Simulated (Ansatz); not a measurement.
```cif
data_structure
_symmetry_space_group_name_H-M 'P 1'
_symmetry_Int_Tables_number 1
_cell_length_a 3.2110
_cell_length_b 3.2110
_cell_length_c 4.6091
_cell_angle_alpha 90.000
_cell_angle_beta 90.000
_cell_angle_gamma 90.000
_cell_volume 47.52
loop_
_atom_site_label
_atom_site_type_symbol
_atom_site_fract_x
_atom_site_fract_y
_atom_site_fract_z
_atom_site_occupancy
Sc1 Sc 0.00000 0.00000 0.00000 1
Sc2 Sc 0.50000 0.50000 0.50000 1
```

Space group I4/mmm; changed on purpose from its base cell (strain +0.000 along x and y, +0.015 along z, atoms carried along); computed without spin polarisation.

Level of theory: DFT PBEsol, scalar-relativistic, plane waves, PAW in Ansatz.

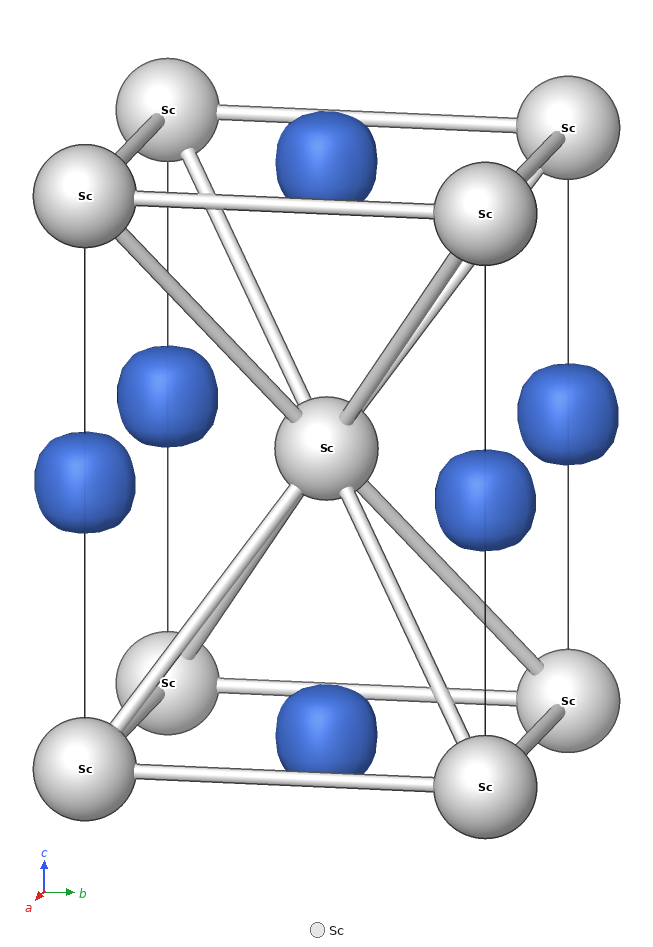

Sc. Isosurface of the ELF at 0.7 (blue), seen slightly off an axis. Core shells and regions of very low density are left out. Sticks mark near contacts.

**Where are the electrons localised?**

At this value the surface marks out two pockets between the atoms, centred on no nucleus (multi-centre or interstitial), counted in one cell of 2 atoms. Regions shared between cells count once. There are no localised bonds or lone pairs at this value. Profiles from the grid: Sc–Sc (3.21 Å): the ELF is about 0.25 at the midpoint (no localised pair shows between them).

**Metal or insulator at this level of theory?**

It is gapless in this calculation (a metal or semimetal).
